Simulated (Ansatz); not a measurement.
**Energy of CuO along an even scaling of the cell**

System: CuO (Fm-3m, 2 atoms in the cell).
Method: DFT PBE, scalar-relativistic, plane waves, PAW, no spin polarisation (Ansatz 0.2.0).

The 8 runs differ only in the geometry, by an even scaling of the cell at fixed fractional positions. The structure derives from a Materials Project entry.

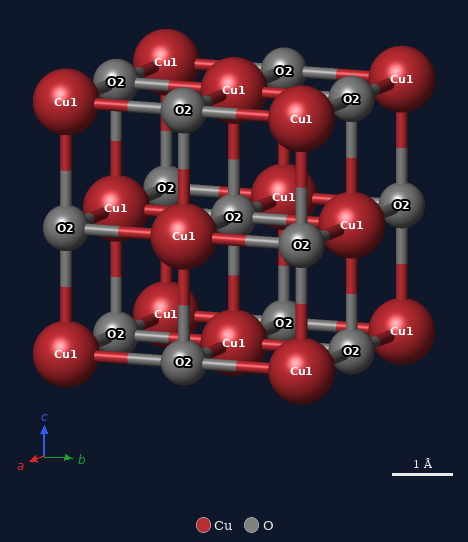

Figure 1. The structure of run 5 (ball-and-stick view of the cell 4 times as large as that of the calculation, set on its symmetry axes, seen slightly off an axis; atoms are numbered from 1 in the order of the input).

### Input of run 5
```yaml
crystal:
  lattice:
    - [0.0, 2.1583408944, 2.1583408944]
    - [2.1583408944, 0.0, 2.1583408944]
    - [2.1583408944, 2.1583408944, 0.0]
  atoms:
    - { symbol: Cu, position: [0.0, 0.0, 0.0] }
    - { symbol: O, position: [0.5, 0.5, 0.5] }
basis:
  ecutwfc: 420
kpoints:
  mp_grid: { grid: [18, 18, 18] }
hamiltonian:
  xc: pbe
scf:
  occupations: { method: gaussian, width: 0.1 }
output:
  forces: true
  stress: true
  eigenvalues: true
```

Command:
```bash
ansatz run input.yaml --threads 1 --pin off --max-ram 2560MiB --backend cpu --events-out ev --progress --plain --runs-dir out
```

Run 4 differs from it as follows:
```diff
-    - [0.0, 2.1583408944, 2.1583408944]
-    - [2.1583408944, 0.0, 2.1583408944]
-    - [2.1583408944, 2.1583408944, 0.0]
+    - [0.0, 2.1447525792, 2.1447525792]
+    - [2.1447525792, 0.0, 2.1447525792]
+    - [2.1447525792, 2.1447525792, 0.0]
```

### Results, with one run withheld

```csv
run,volume per atom (Å³),"free energy per atom, from the lowest run given (meV)",pressure (GPa)
1,8.401,95.09,30.80
2,8.562,67.17,25.15
3,9.325,0.00,4.62
4,9.866,?,?
5,10.054,9.63,−7.95
6,10.436,34.38,−12.63
7,10.483,38.13,−13.14
8,10.640,51.82,−14.72
```

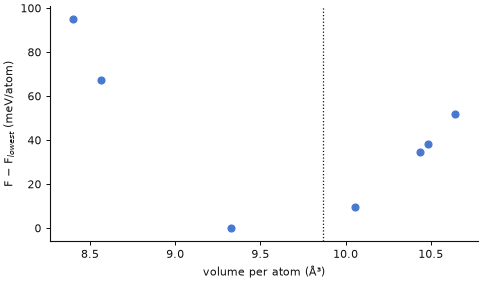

Figure 2. Free energy per atom of the runs given; the dotted line marks run 4.

Fit the runs given and predict run 4.

A cubic polynomial in V^(−2/3) (the Birch–Murnaghan form), fitted to the 7 runs given, misses them by at most 0.06 meV per atom. With x = V^(−2/3) − 0.22089 Å⁻², it reads F = −2.9433 − 544.71 x + 2.3908e+05 x² + 3.4353e+05 x³ (meV per atom). At run 4 it gives 1.88 meV per atom, and the run itself gives 1.86. The slope of the fit gives a pressure −dF/dV of −5.19 GPa there, and the run prints −5.20 GPa. The fit has its minimum at 9.559 Å³ per atom, where V d²F/dV² gives 176 GPa: the bulk modulus at this level, since symmetry fixes the shape and the positions.

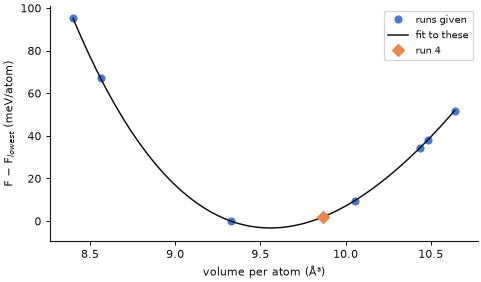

Figure 3. The fit and the withheld run.

### Output, shortened to warnings, some set-up lines, iterations and results (run 4)
```
Basis set: ecut = 420 eV, 387 PW (Γ), exchange–correlation on 48×48×48 points (8 copies of the dense FFT grid, shifted against one another)
Symmetry: 48 space group operations
k-points: 195 of 5832
Initial density: superposition of atomic densities (neutral atoms: chi_scale 0, normalization atom), corrected by the library's trained network
[...]
SCF iter   1: F=—  HF=-7190.917299 eV  |F-HF|=—  |Δ(HF+E_count)|=         —  Δρ=1.31e-3  dr2=2.14e-4  ethr=1.77e-3  ⟨swp⟩=4.7  Hψ=13904  notcnv=0
SCF iter   2: F=—  HF=-7190.917666 eV  |F-HF|=—  |Δ(HF+E_count)|=   3.68e-4  Δρ=8.62e-4  dr2=1.14e-4  ethr=8.56e-7  ⟨swp⟩=2.4  Hψ=7246  notcnv=0
SCF iter   3: F=—  HF=-7190.917724 eV  |F-HF|=—  |Δ(HF+E_count)|=   5.78e-5  Δρ=2.83e-4  dr2=8.15e-6  ethr=4.57e-7  ⟨swp⟩=2.2  Hψ=4838  notcnv=0
SCF iter   4: F=—  HF=-7190.917716 eV  |F-HF|=—  |Δ(HF+E_count)|=   7.84e-6  Δρ=6.17e-5  dr2=6.13e-7  ethr=3.26e-8  ⟨swp⟩=2.3  Hψ=5270  notcnv=0
SCF iter   5: F=-7190.917717 eV  HF=-7190.917717 eV  |F-HF|=1.84e-8  |Δ(HF+E_count)|=   3.05e-7  Δρ=1.12e-5  dr2=7.03e-9  ethr=2.45e-9  ⟨swp⟩=2.8  Hψ=4890  notcnv=0
SCF iter   6: F=-7190.917717 eV  HF=-7190.917717 eV  |F-HF|=2.91e-11  |Δ(HF+E_count)|=   2.13e-8  Δρ=1.93e-6  dr2=2.96e-10  ethr=2.81e-11  ⟨swp⟩=1.8  Hψ=9591  notcnv=0
SCF 1 converged in 6 iterations: F = -7190.917717 eV  dr2 = 2.96e-10
SCF converged after 6 iterations
Free energy (F): -7190.917717 eV
Harris-Foulkes:  -7190.917717 eV  (|F-HF|=2.91e-11)
Internal energy: -7190.908517 eV  (E = F + TS)
E sigma→0 (E₀):  -7190.913117 eV
Entropy (-TS):   -0.009200 eV (-4.600 meV/atom)
Fermi energy:    12.368322 eV
--- Per-component energies (eV) ---
  E_band       = -410.080155
  E_kinetic    = 469.474747
  E_local      = -4670.449254  (includes V_loc(G=0)·N_el)
  E_nonlocal   = 443.644629
  E_hartree    = 2022.927006
  E_xc         = -160.964490
  E_vxc        = -206.589316  (∫ρ·V_xc dr)
  E_paw        = -1823.369512  (= ΣΔE_a)
  E_vpaw       = -492.017171  (= ΣTr[D̂ρ^β])
  E_aug_tail   = 0.002424  (compensation charges beyond the density's cutoff)
  E_ewald      = -3472.174066
  E_smearing   = -0.009200  (= −TS)
  E_closure    = 0.000000  (closes the sum)
  Σ components = -7190.917717   (vs F -7190.917717, Δ=0.00e0)
--- Forces (eV/Å), atoms counted from 1 ---
  atom   1  Cu    -0.00000000     0.00000000     0.00000000
  atom   2  O      0.00000000    -0.00000000    -0.00000000
  max |Σ_I F_I| component: 1.06e-29 eV/Å
--- Stress (GPa, compression-positive) ---
       -5.199063      -0.000000       0.000000
       -0.000000      -5.199063       0.000000
        0.000000       0.000000      -5.199063
  P = ⅓ Tr σ = -5.1991 GPa (-51.991 kbar)
```

Notes: The run has no spin polarisation, so a magnetic state may lie lower.
